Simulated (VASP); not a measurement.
## Geometry relaxation, with input and output: CdTe (part 2 of 2)

The same run, continued: CdTe (2 atoms in the cell); Kohn-Sham DFT of a periodic cell, PBEsol, VASP PAW PBE potentials, recommended, no spin polarisation (VASP 6.6.1); cutoff 600 eV, 8×8×8 k-mesh, Gaussian smearing of 0.03 eV. The structure derives from an entry of the Crystallography Open Database.

Geometry of the input (Å; fractional positions):
```
0.0000  3.2050  3.2050
3.2050  0.0000  3.2050
3.2050  3.2050  0.0000
Cd 0.0000  0.0000  0.0000
Te 0.2500  0.2500  0.2500
```

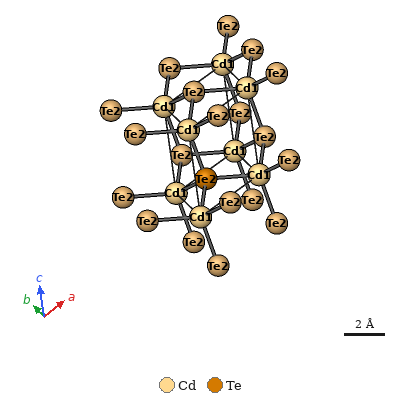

**Figure 1.** The geometry at step 1 of the log (ball-and-stick view of the cell of the calculation, seen slightly off an axis; neighbours outside the cell are drawn fainter; atoms are numbered from 1 in the order of the input).

Parts of OUTCAR, continued:
```
   k-points           NKPTS =     29   k-points in BZ     NKDIM =     29   number of bands    NBANDS=     13
   number of dos      NEDOS =    301   number of ions     NIONS =      2
   total plane-waves  NPLWV =  46656
   dimension x,y,z NGX =    36 NGY =   36 NGZ =   36
   dimension x,y,z NGXF=    72 NGYF=   72 NGZF=   72
   ions per type =               1   1
   NGX,Y,Z   is equivalent  to a cutoff of  13.20, 13.20, 13.20 a.u.
   NGXF,Y,Z  is equivalent  to a cutoff of  26.41, 26.41, 26.41 a.u.
 SYSTEM =  unknown system
   PREC   = accura    normal or accurate (medium, high low for compatibility)
   ISTART =      0    job   : 0-new  1-cont  2-samecut
   ICHARG =      2    charge: 1-file 2-atom 10-const
   ISPIN  =      1    spin polarized calculation?
   LNONCOLLINEAR =      F non collinear calculations
   LSORBIT =      F    spin-orbit coupling
   LASPH  =      T    aspherical Exc in radial PAW
   ENCUT  =  600.0 eV  44.10 Ry    6.64 a.u.   9.05  9.05  9.05*2*pi/ulx,y,z
   NELM   =     80;   NELMIN=  2; NELMDL= -5     # of ELM steps
   EDIFF  = 0.1E-05   stopping-criterion for ELM
   LREAL  =      F    real-space projection
   EDIFFG = -.1E-01   stopping-criterion for IOM
   NSW    =     90    number of steps for IOM
   IBRION =      2    ionic relax: 0-MD 1-quasi-New 2-CG
   NFREE  =      1    steps in history (QN), initial steepest desc. (CG)
   ISIF   =      3    stress and relaxation
   ISYM   =      2    0-nonsym 1-usesym 2-fastsym
   POTIM  = 0.5000    time-step for ionic-motion
   TEBEG  =    0.0;   TEEND  =   0.0 temperature during run
   PSTRESS=    0.0 pullay stress
   NELECT =      18.0000    total number of electrons
   NUPDOWN=      -1.0000    fix difference up-down
   EMIN   =  10.00;   EMAX   =-10.00  energy-range for DOS
   EFERMI =   0.00;   METHOD = LEGACY
   ISMEAR =     0;   SIGMA  =   0.03  broadening in eV -4-tet -1-fermi 0-gaus
   EFERMI_NEDOS =   21; number of points for ismear=-14 and -15
   IALGO  =     38    algorithm
   IMIX   =      4    mixing-type and parameters
     AMIX     =   0.40;   BMIX     =  1.00
     AMIX_MAG =   1.60;   BMIX_MAG =  1.00
  volume/ion in A,a.u.               =      32.92       222.17
  Fermi-wavevector in a.u.,A,eV,Ry     =   1.062497  2.007828 15.359610  1.128899
  Thomas-Fermi vector in A             =   2.197950
   LORBIT       =      0    0 simple, 1 ext, 2 COOP (PROOUT), +10 PAW based schemes
   GGA     = PS    functional components
   LHFCALC =     F    Hartree Fock is set to
   AEXX    =    0.0000 exact exchange contribution
   IVDW    =     0    specifies the selected vdW correction
   LEPSILON=     F    determine dielectric tensor
   LRPA    =     F    only Hartree local field effects (RPA)
 conjugate gradient relaxation of ions
 non-spin polarized calculation
 Gauss-broadening in eV      SIGMA  =   0.03
  energy-cutoff  :      600.00
  volume of cell :       65.84
 maximum number of plane-waves:      2216
   NGX = 19   NGY = 19   NGZ = 19

--------------------------------------- Ionic step        1  -------------------------------------------

 number of electron      17.9999995 magnetization

 Free energy of the ion-electron system (eV)
  ---------------------------------------------------
  ext. energy  EPLUGINS =         0.00000000
  ---------------------------------------------------
  free energy    TOTEN  =        -5.47427619 eV

  energy without entropy =       -5.47427619  energy(sigma->0) =       -5.47427619

------------------------ aborting loop because EDIFF is reached ----------------------------------------

  FORCE on cell =-STRESS in cart. coord.  units (eV):
  Direction    XX          YY          ZZ          XY          YZ          ZX
  --------------------------------------------------------------------------------------
  -------------------------------------------------------------------------------------
  Total        0.7455023      0.7455023      0.7455023     -0.0000000     -0.0000000     -0.0000000
  in kB       18.1403412     18.1403412     18.1403412     -0.0000000     -0.0000000     -0.0000000
  external PRESSURE =      18.1403412 kB  Pullay stress =       0.0000000 kB

 VOLUME and BASIS-vectors are now :
 -----------------------------------------------------------------------------
  energy-cutoff  :      600.00
  volume of cell :       65.84
      direct lattice vectors                 reciprocal lattice vectors
     0.000000000  3.205000000  3.205000000    -0.156006240  0.156006240  0.156006240
     3.205000000  0.000000000  3.205000000     0.156006240 -0.156006240  0.156006240
     3.205000000  3.205000000  0.000000000     0.156006240  0.156006240 -0.156006240

 POSITION                                       TOTAL-FORCE (eV/Angst)
 -----------------------------------------------------------------------------------
      0.00000      0.00000      0.00000        -0.000000     -0.000000     -0.000000
      1.60250      1.60250      1.60250         0.000000      0.000000      0.000000
 -----------------------------------------------------------------------------------
    total drift:                               -0.000000     -0.000000     -0.000000

  FREE ENERGIE OF THE ION-ELECTRON SYSTEM (eV)
  ---------------------------------------------------
  free  energy   TOTEN  =        -5.4742761867 eV

  energy  without entropy=       -5.4742761867  energy(sigma->0) =       -5.47427619

--------------------------------------- Ionic step        2  -------------------------------------------

 number of electron      18.0000002 magnetization

------------------------ aborting loop because EDIFF is reached ----------------------------------------

  FORCE on cell =-STRESS in cart. coord.  units (eV):
  Direction    XX          YY          ZZ          XY          YZ          ZX
  --------------------------------------------------------------------------------------
  -------------------------------------------------------------------------------------
  Total       -0.2328840     -0.2328840     -0.2328840     -0.0000000     -0.0000000     -0.0000000
  in kB       -5.3717417     -5.3717417     -5.3717417     -0.0000000     -0.0000000     -0.0000000
  external PRESSURE =      -5.3717417 kB  Pullay stress =       0.0000000 kB

 VOLUME and BASIS-vectors are now :
 -----------------------------------------------------------------------------
  energy-cutoff  :      600.00
  volume of cell :       69.46
      direct lattice vectors                 reciprocal lattice vectors
    -0.000000000  3.262633925  3.262633925    -0.153250414  0.153250414  0.153250414
     3.262633925  0.000000000  3.262633925     0.153250414 -0.153250414  0.153250414
     3.262633925  3.262633925 -0.000000000     0.153250414  0.153250414 -0.153250414

 POSITION                                       TOTAL-FORCE (eV/Angst)
 -----------------------------------------------------------------------------------
      6.52527      6.52527      6.52527        -0.000000     -0.000000     -0.000000
      1.63132      1.63132      1.63132         0.000000      0.000000      0.000000
 -----------------------------------------------------------------------------------
    total drift:                               -0.000000     -0.000000     -0.000000

  FREE ENERGIE OF THE ION-ELECTRON SYSTEM (eV)
  ---------------------------------------------------
  free  energy   TOTEN  =        -5.4872113363 eV

  energy  without entropy=       -5.4872113363  energy(sigma->0) =       -5.48721134

--------------------------------------- Ionic step        3  -------------------------------------------

 number of electron      17.9999998 magnetization

 Free energy of the ion-electron system (eV)
  ---------------------------------------------------
  ext. energy  EPLUGINS =         0.00000000
  ---------------------------------------------------
  free energy    TOTEN  =        -5.48882193 eV

  energy without entropy =       -5.48882193  energy(sigma->0) =       -5.48882193

 E-fermi :   2.2768     XC(G=0):  -8.7509     alpha+bet : -7.3785

 val. band max:        2.1502891733   @ k =   0.0000   0.0000   0.0000
 cond. band min:       2.7926268141   @ k =   0.0000   0.0000   0.0000
 fundamental gap:      0.6423376408
 Fermi energy:         2.2767844013

 k-point     1 :       0.0000    0.0000    0.0000
  band No.  band energies     occupation
      1      -9.0234      2.00000
      2      -6.0821      2.00000
      3      -6.0821      2.00000
      4      -6.0821      2.00000
      5      -5.8221      2.00000
      6      -5.8221      2.00000
      7       2.1503      2.00000
      8       2.1503      2.00000
      9       2.1503      2.00000
     10       2.7926      0.00000
     11       6.7009      0.00000
     12       6.7009      0.00000
     13       6.7009      0.00000

 k-point     2 :       0.1250    0.0000    0.0000
  band No.  band energies     occupation
      1      -8.9649      2.00000
      2      -6.0711      2.00000
      3      -6.0711      2.00000
      4      -6.0378      2.00000
      5      -5.8230      2.00000
      6      -5.8230      2.00000
      7       0.8965      2.00000
      8       2.0128      2.00000
      9       2.0128      2.00000
     10       3.7049      0.00000
     11       6.6641      0.00000
     12       6.9123      0.00000
     13       6.9123      0.00000

 k-point     3 :       0.2500    0.0000    0.0000
  band No.  band energies     occupation
      1      -8.8226      2.00000
      2      -6.0466      2.00000
      3      -6.0466      2.00000
      4      -5.8883      2.00000
      5      -5.8226      2.00000
      6      -5.8226      2.00000
      7      -0.5979      2.00000
      8       1.7220      2.00000
      9       1.7220      2.00000
     10       4.0482      0.00000
     11       7.2486      0.00000
     12       7.2486      0.00000
     13       7.4130      0.00000

 k-point     4 :       0.3750    0.0000    0.0000
  band No.  band energies     occupation
      1      -8.6811      2.00000
      2      -6.0261      2.00000
      3      -6.0261      2.00000
      4      -5.8173      2.00000
      5      -5.8173      2.00000
      6      -5.6394      2.00000
      7      -1.7902      2.00000
      8       1.4717      2.00000
      9       1.4717      2.00000
     10       3.9435      0.00000
     11       7.3153      0.00000
     12       7.3153      0.00000
     13       8.6875      0.00000

 k-point     5 :       0.5000    0.0000    0.0000
  band No.  band energies     occupation
      1      -8.6234      2.00000
      2      -6.0192      2.00000
      3      -6.0192      2.00000
      4      -5.8133      2.00000
      5      -5.8133      2.00000
      6      -5.4818      2.00000
      7      -2.2855      2.00000
      8       1.3766      2.00000
      9       1.3766      2.00000
     10       3.8765      0.00000
     11       7.2831      0.00000
     12       7.2831      0.00000
     13       9.0792      0.00000

 [... the levels of 18 k-points are left out ...]

 k-point    24 :      -0.3750    0.2500    0.1250
  band No.  band energies     occupation
      1      -8.5629      2.00000
      2      -5.9943      2.00000
      3      -5.9818      2.00000
      4      -5.8380      2.00000
      5      -5.8168      2.00000
      6      -5.3886      2.00000
      7      -2.0966      2.00000
      8       0.0760      2.00000
      9       0.8832      2.00000
     10       5.3125      0.00000
     11       6.6626      0.00000
     12       8.0610      0.00000
     13       9.2338      0.00000

 [... further k-points ...]

------------------------ aborting loop because EDIFF is reached ----------------------------------------

  FORCE on cell =-STRESS in cart. coord.  units (eV):
  Direction    XX          YY          ZZ          XY          YZ          ZX
  --------------------------------------------------------------------------------------
  -------------------------------------------------------------------------------------
  Total       -0.0020652     -0.0020652     -0.0020652      0.0000000      0.0000000      0.0000000
  in kB       -0.0482932     -0.0482932     -0.0482932      0.0000000      0.0000000      0.0000000
  external PRESSURE =      -0.0482932 kB  Pullay stress =       0.0000000 kB

 VOLUME and BASIS-vectors are now :
 -----------------------------------------------------------------------------
  energy-cutoff  :      600.00
  volume of cell :       68.52
      direct lattice vectors                 reciprocal lattice vectors
    -0.000000000  3.247798188  3.247798188    -0.153950452  0.153950452  0.153950452
     3.247798188  0.000000000  3.247798188     0.153950452 -0.153950452  0.153950452
     3.247798188  3.247798188 -0.000000000     0.153950452  0.153950452 -0.153950452

 POSITION                                       TOTAL-FORCE (eV/Angst)
 -----------------------------------------------------------------------------------
      0.00000      0.00000      0.00000         0.000000     -0.000000     -0.000000
      1.62390      1.62390      1.62390        -0.000000      0.000000      0.000000
 -----------------------------------------------------------------------------------
    total drift:                               -0.000000     -0.000000     -0.000000

  FREE ENERGIE OF THE ION-ELECTRON SYSTEM (eV)
  ---------------------------------------------------
  free  energy   TOTEN  =        -5.4888219293 eV

  energy  without entropy=       -5.4888219293  energy(sigma->0) =       -5.48882193

 reached required accuracy - stopping structural energy minimisation
```

CONTCAR:
```
CdTe
   1.00000000000000
    -0.0000000000000000    3.2477981883227076    3.2477981883227076
     3.2477981883227076    0.0000000000000000    3.2477981883227076
     3.2477981883227076    3.2477981883227076   -0.0000000000000000
  Cd              Te
     1     1
Direct
     0.0000000000000000    0.0000000000000000    0.0000000000000000
     0.2500000000000000    0.2500000000000000    0.2500000000000000

  0.00000000E+00  0.00000000E+00  0.00000000E+00
  0.00000000E+00  0.00000000E+00  0.00000000E+00
```

Trajectory as extended XYZ (Å, eV, eV/Å), 3 frames, from step=0 to step=2:
```
2
Lattice="0.0000 3.2050 3.2050 3.2050 0.0000 3.2050 3.2050 3.2050 0.0000" Properties=species:S:1:pos:R:3:forces:R:3 step=0 energy=-5.47428
Cd    0.0000    0.0000    0.0000    0.0000   0.0000   0.0000
Te    1.6025    1.6025    1.6025    0.0000   0.0000   0.0000
2
Lattice="-0.0000 3.2626 3.2626 3.2626 0.0000 3.2626 3.2626 3.2626 -0.0000" Properties=species:S:1:pos:R:3:forces:R:3 step=1 energy=-5.48721
Cd    6.5253    6.5253    6.5253    0.0000   0.0000   0.0000
Te    1.6313    1.6313    1.6313    0.0000   0.0000   0.0000
2
Lattice="-0.0000 3.2478 3.2478 3.2478 0.0000 3.2478 3.2478 3.2478 -0.0000" Properties=species:S:1:pos:R:3:forces:R:3 step=2 energy=-5.48882
Cd    0.0000    0.0000    0.0000    0.0000   0.0000   0.0000
Te    1.6239    1.6239    1.6239    0.0000   0.0000   0.0000
```

Results in brief:

- outcome: converged
- space group (tolerance 0.01 Å): F-43m (216)
- electrons treated: 18
- free energy: −5.4888 eV
- gap on the k-point mesh: 0.64 eV
- pressure: 0.00 GPa
- final volume: 68.52 Å³
- largest force (length of the vector) at the end: under 0.001 eV/Å
- final cell: a = 4.593 Å, b = 4.593 Å, c = 4.593 Å, α = 60.00°, β = 60.00°, γ = 60.00°
- hardware: 2 threads of Intel Xeon @ 2.50GHz (Skylake/Cascade Lake), 64 GiB of memory available, shared host
- wall time: 30 s (CPU time 59 s)
- peak memory: 0.23 GiB
